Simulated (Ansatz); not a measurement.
The structure in question:

```yaml
crystal:
  lattice:
    - [3.21597, 0.00000, 0.00000]
    - [0.00000, 3.21597, 0.00000]
    - [0.00000, 0.00000, 3.26349]
  atoms:
    - { symbol: Pt, position: [0.00000, 0.00000, 0.00000] }
    - { symbol: Pt, position: [0.50000, 0.50000, 0.50000] }
```

**Summarise the structure in words.**

The element is platinum. Strictly the space group is I4/mmm (No. 139, within 0.01 Å). It is a distorted form of a body-centred cubic structure, space group Im-3m (No. 229) within 0.25 Å: body-centred cubic (W type). The cell holds two atoms. Pt bonds to eight Pt in a cubic arrangement at 2.80 Å. The bonds build a three-dimensional framework.

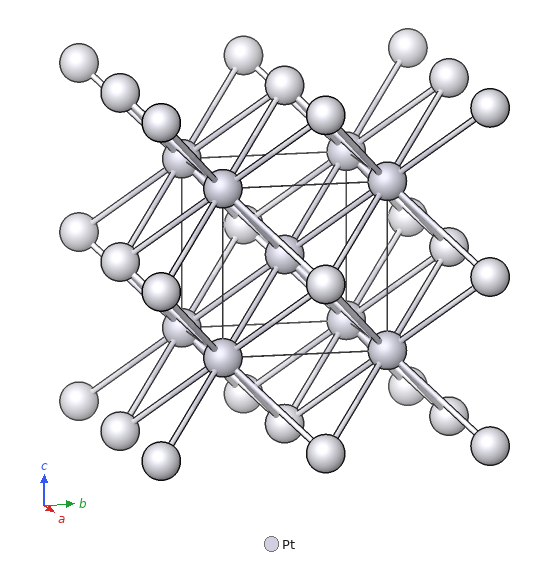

Structure drawing (ball-and-stick), viewed slightly off an axis. The lines enclose the drawn cell (a repeat of the simulation cell); boundary atoms appear with their images. The first bonded neighbours in the surrounding cells are also shown, in fainter colours. Colours: platinum light grey.

The cell started as a structure listed in the Materials Project. The cell was then strained or its atoms displaced on purpose. A calculation with Ansatz used it as input.

At this level of theory the cell isn't at rest (stretched, at -13 GPa), so its distances can differ from those at equilibrium, the more so the softer the solid.
